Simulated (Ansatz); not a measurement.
# Run report: SiC, geometry relaxation

The run: geometry relaxation of SiC (F-43m, 2 atoms in the cell). Method and program: DFT PBEsol, scalar-relativistic, plane waves, PAW, no spin polarisation (Ansatz 0.2.0).

The structure derives from an entry of the Crystallography Open Database. Figures and captions count atoms from 1; the log counts them from 0 in places.

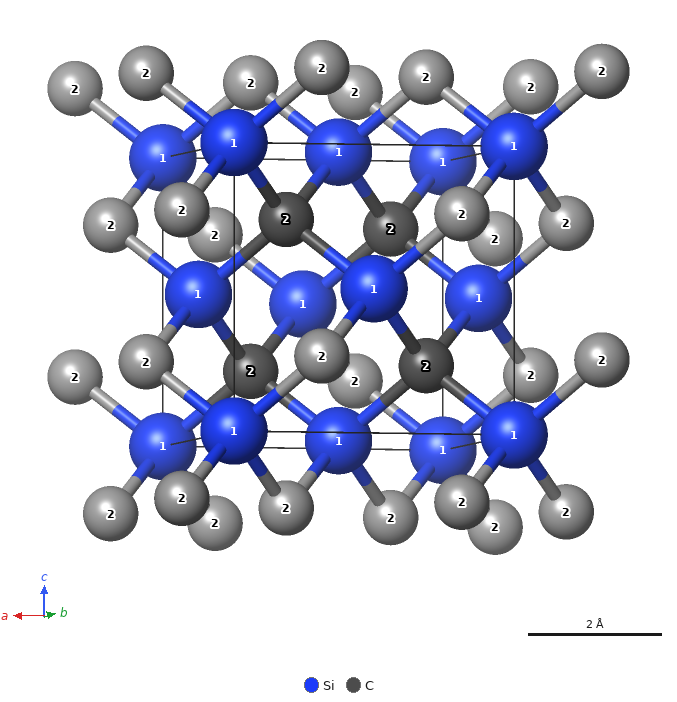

*The input geometry (ball-and-stick view of the cell 4 times as large as that of the calculation, set on its symmetry axes, seen at an oblique angle; neighbours outside the cell are drawn fainter; atoms are numbered from 1 in the order of the input).*

Near neighbours in the crystal (not all of them lie inside the picture): Si has 4 C at 1.89 Å; C has 4 Si at 1.89 Å.

**Summary**

- outcome: converged
- space group (tolerance 0.01 Å): F-43m (216)
- electrons treated: 8
- free energy: −868.7061 eV
- Fermi energy: 10.050 eV
- gap on the k-point mesh: 1.24 eV
- pressure: 0.00 GPa
- final volume: 20.68 Å³
- largest force (length of the vector) at the end: under 0.001 eV/Å
- final cell: a = 3.081 Å, b = 3.081 Å, c = 3.081 Å, α = 60.00°, β = 60.00°, γ = 60.00°
- hardware: 2 threads of Intel Xeon @ 2.50GHz (Skylake/Cascade Lake), 189 GiB of memory available, shared host
- wall time: 17 s (CPU time 10 s; the host was busy)
- peak memory: 0.31 GiB

**Input file**
```yaml
crystal:
  lattice:
    - [0.0, 2.179, 2.179]
    - [2.179, 0.0, 2.179]
    - [2.179, 2.179, 0.0]
  atoms:
    - { symbol: Si, position: [0.0, 0.0, 0.0] }
    - { symbol: C, position: [0.25, 0.25, 0.25] }
basis:
  ecutwfc: 420
kpoints:
  mp_grid: { grid: [10, 10, 10] }
hamiltonian:
  xc: pbesol
scf:
  occupations: { method: gaussian, width: 0.02 }
output:
  forces: true
  stress: true
  eigenvalues: true
  write_density: true
  write_potential: true
  elf: true
  volumetric_format: npy
relax:
  adjacent_minimum: "off"
  f_tol: 0.005
  max_steps: 80
  cell: { stress_tol: 0.05 }
```

Launched with:
```bash
ansatz run input.yaml --threads 2 --pin off --max-ram 5120MiB --backend cpu --events-out ev --progress --plain --runs-dir out
```

**The program's output**
```
Engine: ansatz 0.2.0, x86_64-unknown-linux-gnu
Pseudopotentials: kind: paw
Pseudopotential: Si, paw, valence charge 4, recommended cutoff 420 eV (normal), Si.paw.azcp
Pseudopotential: C, paw, valence charge 4, recommended cutoff 420 eV (normal), C.paw.azcp
Functional definition: PBEsol
  exchange = pbesol_x
  correlation = pbesol_c
Crystal: 2 atoms, lattice volume = 20.692 Å³
Basis set: ecut = 420 eV, 411 PW (Γ), exchange–correlation on 48×48×48 points (8 copies of the dense FFT grid, shifted against one another)
Bands: 8, of which v1, the nominal top of the filled ones, is band 4 counted from 1 (3 counted from 0)
Symmetry: 24 space group operations
Space group: F-43m (ITA 216), of the structure as read, at distance tolerance 2.7e-5 Å
k-points: 47 of 1000 (time reversal used)
Non-local potential: Si, projectors of the file, l = 0: 2, l = 1: 2, l = 2: 2
Non-local potential: C, projectors of the file, l = 0: 2, l = 1: 2, l = 2: 1
PAW form: soft (Blöchl's): semilocal exchange-correlation on the pseudo side does not see the compensation charge
PAW frozen core: Si, regenerated for the run's functional, and the local potential with it (the file was generated under x = pbe(κ = 0.804, μ = 0.2195149727645171), c = pbe(β = 0.06672455060314922))
PAW frozen core: C, regenerated for the run's functional, and the local potential with it (the file was generated under x = pbe(κ = 0.804, μ = 0.2195149727645171), c = pbe(β = 0.06672455060314922))
PAW one-centre angular grid: Si, 110 points (default); XC on 64 Gauss nodes
PAW one-centre angular grid: C, 110 points (default); XC on 64 Gauss nodes
Initial density: superposition of atomic densities (neutral atoms: chi_scale 0, normalization atom), corrected by the library's trained network
Initial wavefunctions: pseudopotential atomic-orbital guess
Functional: x = pbesol(κ = 0.804, μ = 0.12345679012345678), c = pbesol(β = 0.046)
SCF iter   1: F=—  HF=-868.710870 eV  |F-HF|=—  |Δ(HF+E_count)|=         —  Δρ=8.21e-3  dr2=1.69e-2  ethr=1.77e-3  ⟨swp⟩=6.1  Hψ=3151  notcnv=0
preconditioner: auto → none  [insulator: Δε(μ)=1.138 eV  Ē_g=13.946 eV  σ=0.020 eV  W_gap=1.00  n_scr=0 (ndim 8)  ℏωp=23.1 eV  f_vac=0.000  D(μ)=0.00/eV (n_scr^D=0)  ε∞_Penn≈3.7]
SCF iter   2: F=—  HF=-868.706286 eV  |F-HF|=—  |Δ(HF+E_count)|=   4.58e-3  Δρ=2.39e-3  dr2=9.70e-4  ethr=2.11e-4  ⟨swp⟩=2.6  Hψ=1014  notcnv=0
SCF iter   3: F=—  HF=-868.706019 eV  |F-HF|=—  |Δ(HF+E_count)|=   2.67e-4  Δρ=7.35e-4  dr2=7.13e-5  ethr=1.21e-5  ⟨swp⟩=2.5  Hψ=712  notcnv=0
SCF iter   4: F=—  HF=-868.706022 eV  |F-HF|=—  |Δ(HF+E_count)|=   2.76e-6  Δρ=1.02e-4  dr2=9.41e-7  ethr=8.91e-7  ⟨swp⟩=2.0  Hψ=563  notcnv=0
iter 5 did not close the SCF: its close was put off for the readings that it lacked (scf_convergence_deferred on its scf_iter line)
SCF iter   5: F=-868.706023 eV  HF=-868.706023 eV  |F-HF|=3.68e-9  |Δ(HF+E_count)|=   6.59e-7  Δρ=7.22e-6  dr2=8.45e-9  ethr=1.18e-8  ⟨swp⟩=2.1  Hψ=534  notcnv=0
SCF iter   6: F=-868.706023 eV  HF=-868.706023 eV  |F-HF|=1.28e-11  |Δ(HF+E_count)|=   1.58e-9  Δρ=1.90e-6  dr2=4.33e-10  ethr=1.06e-10  ⟨swp⟩=4.9  Hψ=1699  notcnv=0
SCF 1 converged in 6 iterations: F = -868.706023 eV  dr2 = 4.33e-10
  greatest PAW one-centre occupation: 0.643 electrons in one spin orbital (limit 2), on the C atom at site 1 (counted from 0), in its partial waves of l = 0
relax step   1: F+E_penalty+E_count = -868.70602256 eV  Δ(F+E_penalty+E_count) = +0.000e0 eV  max|allowed force component| = 4.811e-16 eV/Å  Δτ_max = 0.0000 Å  P = -0.179 GPa  Ω = 20.692 Å³  (6 SCF iters, dr2 threshold 1.00e-7 eV, accepted)
Crystal: 2 atoms, lattice volume = 20.683 Å³
Initial density: handed on by an earlier stage of this run
Initial wavefunctions: those handed on with the density
iter 1 solved again at ethr=3.76e-8 eV; its pass at ethr=3.10e-3 eV (dr2=3.01e-6 eV) is discarded
SCF iter   1: F=—  HF=-868.706049 eV  |F-HF|=—  |Δ(HF+E_count)|=         —  Δρ=1.08e-4  dr2=2.95e-6  ethr=3.76e-8  ⟨swp⟩=1.0  Hψ=3123  notcnv=0
preconditioner: auto → none  [insulator: Δε(μ)=1.245 eV  Ē_g=13.983 eV  σ=0.020 eV  W_gap=1.00  n_scr=0 (ndim 8)  ℏωp=23.1 eV  f_vac=0.000  D(μ)=0.00/eV (n_scr^D=0)  ε∞_Penn≈3.7]
SCF iter   2: F=—  HF=-868.706046 eV  |F-HF|=—  |Δ(HF+E_count)|=   2.54e-6  Δρ=2.77e-5  dr2=1.34e-7  ethr=3.69e-8  ⟨swp⟩=2.5  Hψ=544  notcnv=0
SCF iter   3: F=-868.706046 eV  HF=-868.706046 eV  |F-HF|=3.61e-9  |Δ(HF+E_count)|=   4.31e-8  Δρ=7.76e-6  dr2=1.09e-8  ethr=9.97e-10  ⟨swp⟩=7.2  Hψ=1689  notcnv=0
SCF 2 converged in 3 iterations: F = -868.706046 eV  dr2 = 1.09e-8
relax step   2: F+E_penalty+E_count = -868.70604615 eV  Δ(F+E_penalty+E_count) = -2.359e-5 eV  max|allowed force component| = 8.327e-17 eV/Å  Δτ_max = 0.0000 Å  P = -0.083 GPa  Ω = 20.683 Å³  energy of the carried Pulay correction = +1.640e-5 eV  (3 SCF iters, dr2 threshold 7.97e-8 eV, accepted)
Crystal: 2 atoms, lattice volume = 20.675 Å³
iter 1 solved again at ethr=3.02e-8 eV; its pass at ethr=3.10e-3 eV (dr2=2.41e-6 eV) is discarded
SCF iter   1: F=—  HF=-868.706065 eV  |F-HF|=—  |Δ(HF+E_count)|=         —  Δρ=9.54e-5  dr2=2.37e-6  ethr=3.02e-8  ⟨swp⟩=1.0  Hψ=3123  notcnv=0
preconditioner: auto → none  [insulator: Δε(μ)=1.244 eV  Ē_g=13.987 eV  σ=0.020 eV  W_gap=1.00  n_scr=0 (ndim 8)  ℏωp=23.1 eV  f_vac=0.000  D(μ)=0.00/eV (n_scr^D=0)  ε∞_Penn≈3.7]
SCF iter   2: F=—  HF=-868.706062 eV  |F-HF|=—  |Δ(HF+E_count)|=   2.33e-6  Δρ=2.63e-5  dr2=1.16e-7  ethr=2.96e-8  ⟨swp⟩=2.5  Hψ=548  notcnv=0
SCF iter   3: F=-868.706062 eV  HF=-868.706062 eV  |F-HF|=3.45e-9  |Δ(HF+E_count)|=   3.56e-8  Δρ=8.29e-6  dr2=1.24e-8  ethr=2.17e-10  ⟨swp⟩=7.1  Hψ=1666  notcnv=0
SCF 3 converged in 3 iterations: F = -868.706062 eV  dr2 = 1.24e-8
relax step   3: F+E_penalty+E_count = -868.70606244 eV  Δ(F+E_penalty+E_count) = -1.629e-5 eV  max|allowed force component| = 1.619e-16 eV/Å  Δτ_max = 0.0000 Å  P = +0.000 GPa  Ω = 20.675 Å³  energy of the carried Pulay correction = +3.072e-5 eV  (3 SCF iters, dr2 threshold 1.73e-8 eV, accepted)
Initial wavefunctions: pseudopotential atomic-orbital guess (no wavefunctions were taken with the density)
iter 1 solved again at ethr=1.02e-7 eV; its pass at ethr=3.10e-3 eV (dr2=8.18e-6 eV) is discarded
SCF iter   1: F=—  HF=-868.706064 eV  |F-HF|=—  |Δ(HF+E_count)|=         —  Δρ=8.44e-6  dr2=1.26e-8  ethr=1.02e-7  ⟨swp⟩=3.0  Hψ=4201  notcnv=0
preconditioner: auto → none  [insulator: Δε(μ)=1.243 eV  Ē_g=13.986 eV  σ=0.020 eV  W_gap=1.00  n_scr=0 (ndim 8)  ℏωp=23.1 eV  f_vac=0.000  D(μ)=0.00/eV (n_scr^D=0)  ε∞_Penn≈3.7]
SCF iter   2: F=—  HF=-868.706062 eV  |F-HF|=—  |Δ(HF+E_count)|=   1.26e-6  Δρ=3.81e-6  dr2=2.25e-9  ethr=1.58e-10  ⟨swp⟩=2.3  Hψ=548  notcnv=0
SCF iter   3: F=-868.706062 eV  HF=-868.706062 eV  |F-HF|=1.00e-11  |Δ(HF+E_count)|=  1.14e-10  Δρ=3.40e-7  dr2=1.25e-11  ethr=1.00e-12  ⟨swp⟩=4.0  Hψ=1691  notcnv=0
SCF 4 converged in 3 iterations: F = -868.706062 eV  dr2 = 1.25e-11
relax step   4: F+E_penalty+E_count = -868.70606244 eV  Δ(F+E_penalty+E_count) = -1.032e-9 eV  max|allowed force component| = 1.110e-16 eV/Å  Δτ_max = 0.0000 Å  P = -0.001 GPa  Ω = 20.675 Å³  stress off target by 1.35e-3 GPa  SCF on the basis re-selected at this cell (its energy is not comparable with the rows above)  (3 SCF iters)
```

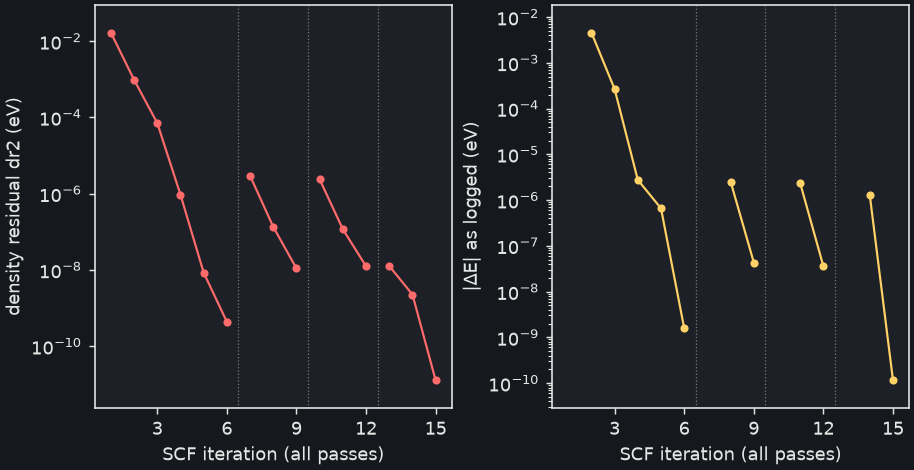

*Convergence of the self-consistent field: density residual dr2 and size of the energy change against the SCF iteration. The dotted lines part the SCF passes of the relaxation: geometry steps, rejected trials and re-solves on a re-selected basis.*

The passes take 6, 3, 3 and 3 iterations.

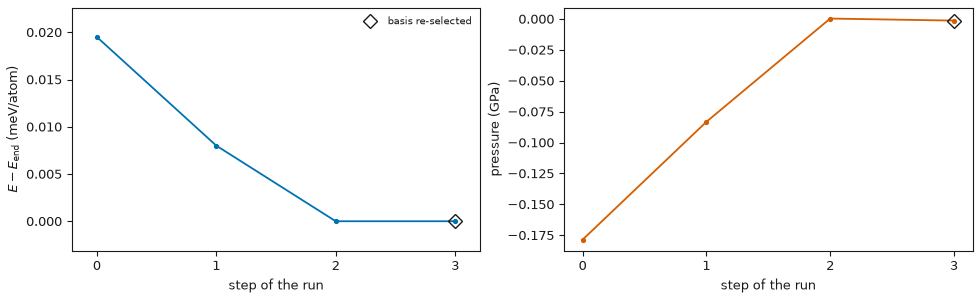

*Progress of the relaxation, step by step (the first geometry is step 0 here and step 1 in the log).*

The atoms keep their places relative to the cell (all moves are under 0.005 Å). The energy falls by next to nothing (0.0 meV per atom) in 2 geometry steps. All forces vanish by symmetry, so only the cell relaxes. Pressure: −0.18 GPa at the start and 0.00 GPa at the end. A last SCF at the same geometry on a re-selected plane-wave basis shifts the energy by next to nothing (0.0 meV per atom).

```
basis re-selected at this cell: Δ(F+E_penalty+E_count) = -1.032e-9 eV, ΔP = -0.002 GPa vs the last step (what re-selecting the basis moved, of the pressure what is left beyond the Pulay correction that the steps carried, after the strain that the cell walked since its last selection, with what the two solves' SCF thresholds leave and, on support functions, any second-order correction that the steps lacked; it is no measure of the basis error at this ecutwfc). This SCF's stress stands 1.35e-3 GPa from its target on what of the cell is left free (relax.cell.stress_tol is 5.00e-2 GPa) and its largest allowed force component is 1.11e-16 eV/Å (relax.f_tol is 5.00e-3 eV/Å): within both
SCF converged after 3 iterations
Free energy (F): -868.706062 eV
Harris-Foulkes:  -868.706062 eV  (|F-HF|=1.00e-11)
Internal energy: -868.706062 eV  (E = F + TS)
E sigma→0 (E₀):  -868.706062 eV
Fermi energy:    10.049856 eV
--- Per-component energies (eV) ---
  E_band       = 28.135669
  E_kinetic    = 135.293808
  E_local      = -103.743368  (includes V_loc(G=0)·N_el)
  E_nonlocal   = 51.990829
  E_hartree    = 31.527737
  E_xc         = -104.623227
  E_vxc        = -109.152240  (∫ρ·V_xc dr)
  E_paw        = -594.344953  (= ΣΔE_a)
  E_vpaw       = -9.308829  (= ΣTr[D̂ρ^β])
  E_aug_tail   = 0.000011  (compensation charges beyond the density's cutoff)
  E_ewald      = -284.859561
  E_core_change = 0.052661  (= ΣΔE_core)
  E_smearing   = -0.000000  (= −TS)
  E_closure    = 0.000000  (closes the sum)
  Σ components = -868.706062   (vs F -868.706062, Δ=0.00e0)
--- Forces (eV/Å), atoms counted from 1 ---
  atom   1  Si     0.00000000     0.00000000    -0.00000000
  atom   2  C     -0.00000000     0.00000000     0.00000000
  max |Σ_I F_I| component: 3.70e-17 eV/Å
--- Stress (GPa, compression-positive) ---
       -0.001350       0.000000       0.000000
        0.000000      -0.001350       0.000000
        0.000000       0.000000      -0.001350
  P = ⅓ Tr σ = -0.0013 GPa (-0.013 kbar)
--- Band table (eV; the first three rows and the last of 47) ---
  k-point 0: bands = ["-5.9991", "9.4284", "9.4284", "9.4284", "15.6049", "16.6765", "16.6765", "16.6765"]
  k-point 1: bands = ["-5.8028", "8.4135", "9.2936", "9.2936", "15.8611", "16.9206", "16.9206", "16.9526"]
  k-point 2: bands = ["-5.2224", "6.2827", "8.9847", "8.9847", "15.5674", "17.2775", "17.2775", "18.1433"]
  k-point 46: bands = ["-0.7134", "2.2686", "4.5749", "4.7977", "14.0248", "17.3955", "19.3862", "20.5409"]
--- Relaxed structure (3 steps of the walk, 3 accepted, 1 SCFs on fresh bases) ---
  F+E_penalty+E_count = -868.70606244 eV   max|allowed force component| = 1.110e-16 eV/Å   (the final SCF, on the basis selected at the relaxed cell)
  cell:  # Å, volume = 20.6755 Å³
    - [4.753026724435418e-34, 2.1784203227247048, 2.1784203227247048]
    - [2.1784203227247048, 2.3605903246149103e-33, 2.1784203227247048]
    - [2.1784203227247048, 2.1784203227247048, 1.9871950928292805e-33]
  atoms:
    - { symbol: Si, position: [-1.234871471006091e-34, 2.5951865490388954e-34, 2.118731014093395e-34] }
    - { symbol: C, position: [0.25, 0.25, 0.25] }
```

**Trajectory as extended XYZ (Å, eV, eV/Å), 4 frames, from step=1 to step=4**
```
2
Lattice="0.0000 2.1790 2.1790 2.1790 0.0000 2.1790 2.1790 2.1790 0.0000" Properties=species:S:1:pos:R:3:forces:R:3 step=1 energy=-868.70602 pressure_GPa=-0.18
Si    0.0000    0.0000    0.0000    0.0000   0.0000   0.0000
C     1.0895    1.0895    1.0895    0.0000   0.0000   0.0000
2
Lattice="0.0000 2.1787 2.1787 2.1787 0.0000 2.1787 2.1787 2.1787 0.0000" Properties=species:S:1:pos:R:3:forces:R:3 step=2 energy=-868.70605 pressure_GPa=-0.08
Si    0.0000    0.0000    0.0000    0.0000   0.0000   0.0000
C     1.0893    1.0893    1.0893    0.0000   0.0000   0.0000
2
Lattice="0.0000 2.1784 2.1784 2.1784 0.0000 2.1784 2.1784 2.1784 0.0000" Properties=species:S:1:pos:R:3:forces:R:3 step=3 energy=-868.70606 pressure_GPa=0.00
Si    0.0000    0.0000    0.0000    0.0000   0.0000   0.0000
C     1.0892    1.0892    1.0892    0.0000   0.0000   0.0000
2
Lattice="0.0000 2.1784 2.1784 2.1784 0.0000 2.1784 2.1784 2.1784 0.0000" Properties=species:S:1:pos:R:3:forces:R:3 step=4 energy=-868.70606 pressure_GPa=-0.00
Si    0.0000    0.0000    0.0000    0.0000   0.0000   0.0000
C     1.0892    1.0892    1.0892    0.0000   0.0000   0.0000
```

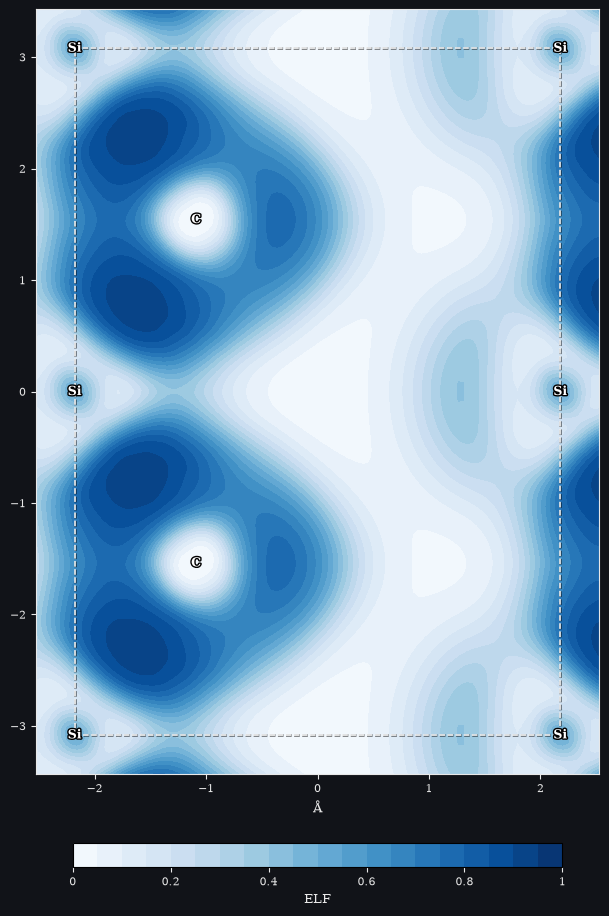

*ELF on the (011) plane of the conventional cell.*

The plane passes through Si and C nuclei. The fields are those of the smooth PAW valence density.

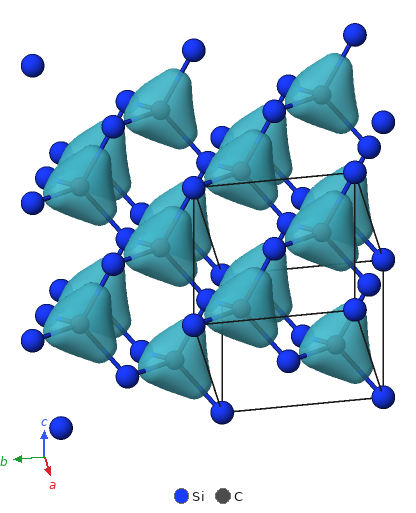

*Isosurface of the valence electron density at 0.6 e/Å³ (cyan), seen at an oblique angle. Sticks mark near contacts. The outline is the cell set on symmetry axes.*

At this value the density breaks into separate islands; it holds about 45 % of the electrons treated as valence. On the grid the lowest density along these lines, outside the cores, is 0.7 e/Å³ (Si–C, 1.89 Å).
